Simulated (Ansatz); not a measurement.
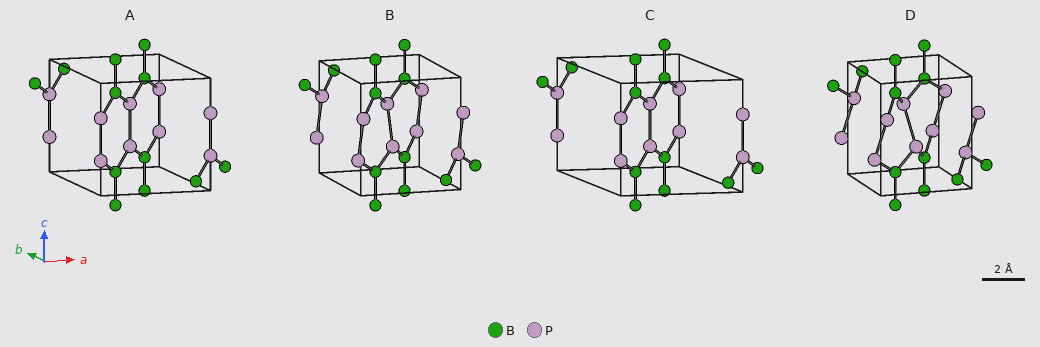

4 geometries from one relaxation of solid BP (a generated structure, set up in Cmme), in shuffled order. A ball-and-stick model of the cell of the calculation, seen slightly off an axis.

Theory: DFT PBE, scalar-relativistic, plane waves, PAW in Ansatz. (plane-wave cutoff 420 eV; k-point mesh 8 × 8 × 8; occupations gaussian; smearing width 0.1 eV; no spin polarisation; cell and atoms relaxed; force threshold 0.01 eV/Å; at most 80 steps)

> Put them in the order of the run, from the start to the converged end.

D, B, A, C. They are steps 0, 7, 15, 27, at +48.8 meV per atom, +28.2 meV per atom, +5.6 meV per atom relative to the last. The largest moves relative to the cell, 0.50 Å, are those of P atoms. Largest moves by element: P 0.50 Å, B 0.01 Å. The drawn cell changes as follows: a = b 4.608 → 5.908 Å (+28.2 %), c 5.544 → 5.568 Å (+0.4 %), γ 91.9° → 113.9°; the volume changes by +51.0 %. Some distances before and after: P–P 2.639 → 4.951 Å, P–P 2.154 → 2.112 Å, B–P 1.885 → 1.847 Å, B–B 1.629 → 1.651 Å. Among the angles between lasting bonds that change: B–P–B 116.4° → 121.5°, B–P–P 114.5° → 119.2°. The space group (tolerance 0.01 Å) goes from Cmme (No. 67) to Pmmm (No. 47). After 23 accepted moves (27 points after the start) the energy has fallen by 48.8 meV per atom. The largest force component goes from 0.088 to under 0.0001 eV/Å. The pressure goes from −0.06 to 0.00 GPa. The SCF was repeated 4 times at an unchanged geometry on a basis and grid sized afresh for the cell, which shifted the energy by 8.3 meV per atom at most. Cost: 15 min on 1 thread of Arm Neoverse V1 (shared host), peak memory 0.63 GiB.
